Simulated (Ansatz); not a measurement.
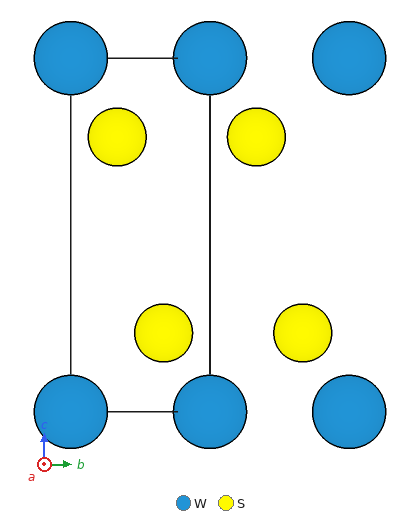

Projection along an edge of the hexagonal mesh, stacking direction c upwards. Every atom sits on one of the three columns of the mesh; call them A, B, C in the order in which they first turn up. The sequence starts with the first layer at or above the cell's origin.

WS₂. Coordinates: the geometry relaxed with DFT, PBE, PAW with Ansatz's default frozen-core files, scalar-relativistic (Ansatz 0.2.0); the starting structure was generated, so it need not be a known form of this composition.

Give the sequence of layers in one repeat, with element and column.

W(A) – S(B) – S(C) (three layers in 7.07 Å).

How are the S layers alone stacked?

S layers alone: BC, the hexagonal type.

Which positions between or in the S layers do the other atoms fill?

W: one octahedral site, counted in one hexagonal cell. One of the two gaps between S layers is empty, 3.92 Å wide.

What short polytype symbol fits?

Polytype symbol 1T, the symbol of a layered MX2 polytype (number of slabs in the repeat and lattice).

Heights of the layers:

| layer | atoms (column) | height (Å) | to next (Å) |
| --- | --- | --- | --- |
| 1 | W(A) | 0.00 | 1.58 |
| 2 | S(B) | 1.58 | 3.92 |
| 3 | S(C) | 5.49 | 1.58 |
